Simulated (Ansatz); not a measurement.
SnO₂ (space group P4_2/mnm, No. 136): the end point of a relaxation with Ansatz, DFT PBEsol, scalar-relativistic, plane waves, PAW.

```yaml
crystal:
  lattice:
    - [4.76899, 0.00000, 0.00000]
    - [0.00000, 4.76899, 0.00000]
    - [0.00000, 0.00000, 3.21206]
  atoms:
    - { symbol: Sn, position: [0.00000, 0.00000, 0.00000] }
    - { symbol: Sn, position: [0.50000, 0.50000, 0.50000] }
    - { symbol: O, position: [0.30628, 0.30628, 0.00000] }
    - { symbol: O, position: [0.19372, 0.80628, 0.50000] }
    - { symbol: O, position: [0.69372, 0.69372, 0.00000] }
    - { symbol: O, position: [0.80628, 0.19372, 0.50000] }
```

Bonds are taken as O–Sn below 2.3 Å; no other contact counts. Simplification: prune 0- and 1-connected atoms, fold 2-connected ones into links.

Derive the underlying net.

The result is a binodal (3,6)-connected, three-periodic net: O is a 3-connected node; Sn is a 6-connected node, in the ratio 2:1. It is the rtl net, known from rutile. It is a single net, without interpenetration.

| node | links | point symbol | coordination sequence |
| --- | --- | --- | --- |
| O | 3 | 4·6² | 3 14 19 62 51 144 |
| Sn | 6 | 4²·6¹⁰·8³ | 6 10 38 34 102 74 |

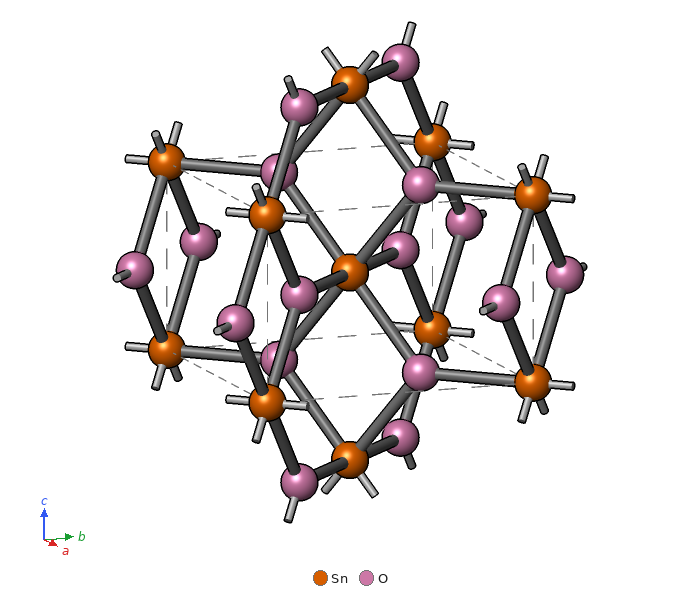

Nodes are coloured by element. Short stubs are edges that leave the cut-out.
